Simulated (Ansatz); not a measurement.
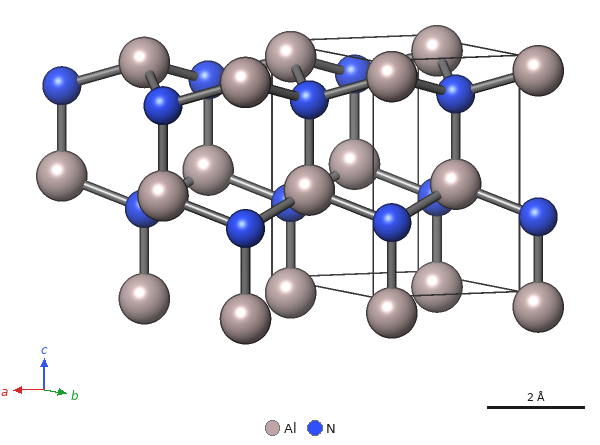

The starting point is crystalline AlN (set up in P6_3mc). A ball-and-stick model of the cell of the calculation, repeated 3 × 2 × 1 with one cell outlined, seen from a free direction.

Theory: DFT r2SCAN, scalar-relativistic, plane waves, PAW (Ansatz). (plane-wave cutoff 500 eV; k-point mesh 12 × 12 × 6; occupations gaussian; smearing width 0.02 eV; no spin polarisation)

Now this is done to it. The crystal is put under a hydrostatic pressure of 60 GPa. Cell and atoms are relaxed at that pressure.

The input:
```yaml
crystal:
  lattice:
    - [2.9214999682, 0.0, 0.0]
    - [-1.4607499841, 2.5300931896, 0.0]
    - [0.0, 0.0, 4.6318562502]
  atoms:
    - { symbol: Al, position: [0.6666666667, 0.3333333333, 0.4976170158] }
    - { symbol: Al, position: [0.3333333333, 0.6666666667, 0.9976170158] }
    - { symbol: "N", position: [0.6666666667, 0.3333333333, 0.8823829842] }
    - { symbol: "N", position: [0.3333333333, 0.6666666667, 0.3823829842] }
basis:
  ecutwfc: 500
kpoints:
  mp_grid: { grid: [12, 12, 6] }
hamiltonian:
  xc: r2scan
scf:
  occupations: { method: gaussian, width: 0.02 }
output:
  forces: true
  stress: true
  eigenvalues: true
  write_density: true
  write_potential: true
  elf: true
  volumetric_format: npy
relax:
  adjacent_minimum: "off"
  f_tol: 0.008
  max_steps: 50
  cell: { stress_tol: 0.08, p_target: 60.0 }
```

Run as
```bash
ansatz run input.yaml --threads 1 --pin off --max-ram 2560MiB --backend cpu --events-out ev --progress --plain --runs-dir out
```

Question: What does the calculation give for the changed structure?

Answer: It costs 302 meV per atom. The pressure goes from 0.0 to 60.0 GPa. The gap on the k-mesh: 4.88 eV before, 5.73 eV after. The volume changes by −18.0 %, with a = b 3.107 → 2.937 Å (−5.5 %), c 4.979 → 4.565 Å (−8.3 %). The largest moves relative to the cell, 0.022 Å, are those of Al1, Al2, N3 and N4. Al1 goes along −c. By element the largest moves are Al 0.022 Å, N 0.022 Å. Among the bonded contacts that change: Al–N 1.891 → 1.767 to 1.786 Å. The space group stays P6_3mc (No. 186).

The changed structure in the same view:

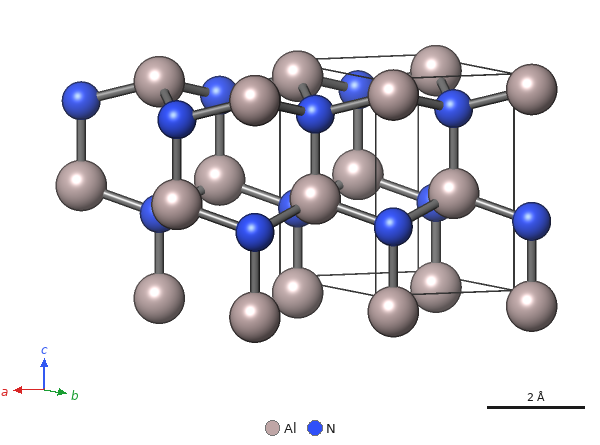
